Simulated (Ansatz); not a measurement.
## Electronic structure of Al (slab) in real space

```
Al
1.0
     5.63242    0.00000    0.00000
     0.00000    7.96545    0.00000
     0.00000    0.00000   24.04053
Al
24
Direct
  0.25000 0.25000 0.35357
  0.25000 0.75000 0.35357
  0.75000 0.25000 0.35357
  0.75000 0.75000 0.35357
  0.50000 0.50000 0.41214
  0.50000 0.00000 0.41214
  0.00000 0.50000 0.41214
  0.00000 0.00000 0.41214
  0.75000 0.75000 0.47071
  0.75000 0.25000 0.47071
  0.25000 0.75000 0.47071
  0.25000 0.25000 0.47071
  0.00000 0.00000 0.52982
  0.00000 0.50000 0.52982
  0.50000 0.00000 0.52982
  0.50000 0.50000 0.52982
  0.25000 0.25000 0.59113
  0.25000 0.75000 0.59113
  0.75000 0.25000 0.59113
  0.75000 0.75000 0.59113
  0.50000 0.50000 0.64636
  0.50000 0.00000 0.64636
  0.00000 0.50000 0.64636
  0.00000 0.00000 0.64636
```

Theory: DFT PBE+D3(BJ), scalar-relativistic, plane waves, PAW (Ansatz 0.2.0).

The density is the valence pseudo-density of a PAW calculation; it isn't the true density close to the nuclei.

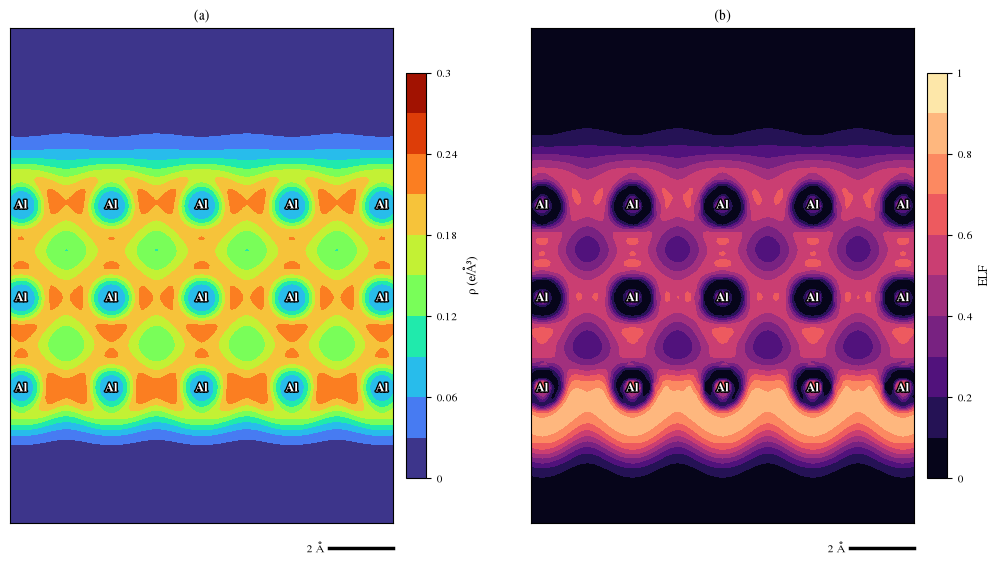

Figure 1. (a) valence electron density; (b) electron localisation function on the (010) plane of the calculation cell, a cut from vacuum to vacuum.

Read the bonding off the picture.

Answer.
- The section cuts through Al sites.
- Al–Al (2.82 Å): the density is about 0.23 e/Å³ at the midpoint; the ELF peaks at about 0.80 between the atoms.
- Al–Al (2.89 Å): ρ is about 0.2 e/Å³ halfway; the ELF peaks at about 0.65 between the atoms.
- The density dies away to nearly zero in the vacuum.

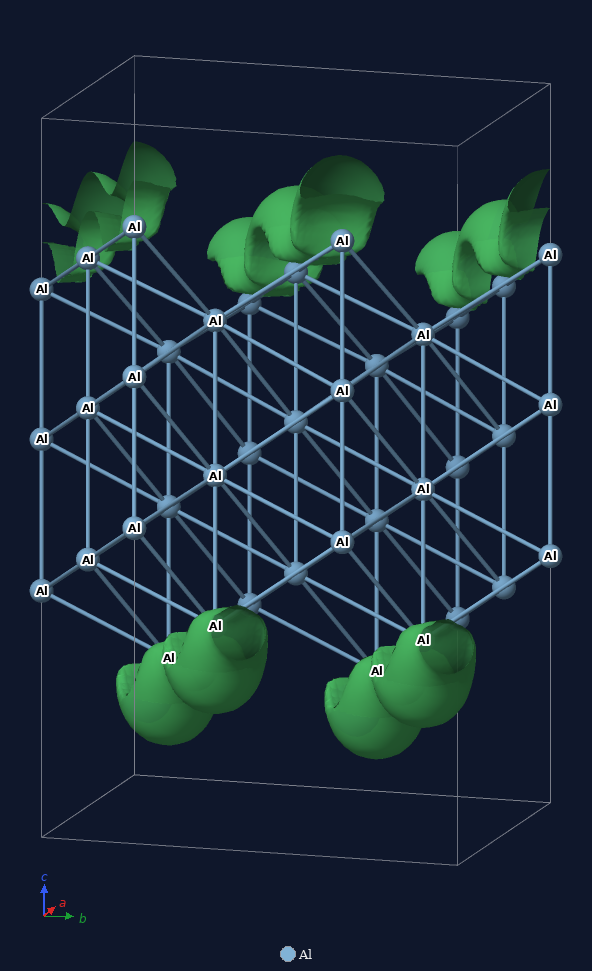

Figure 2. Isosurface of the ELF at 0.75 (green), seen at an oblique angle. Only the valence region is drawn (cores and ρ < 0.01 e/Å³ removed). Sticks mark near contacts.

Describe the localisation domains.

Answer. At this value the surface marks out channels that run through the cell in one direction, counted in one cell of 24 atoms. Counts are for one cell; the picture repeats the cell along the surface. There are no localised bonds or lone pairs at this value.


Al–Al (2.78 Å): the ELF peaks at about 0.70 between the atoms.

Metal or insulator at this level of theory?

Answer. It is metallic or semimetallic at this level of theory: no gap opens.
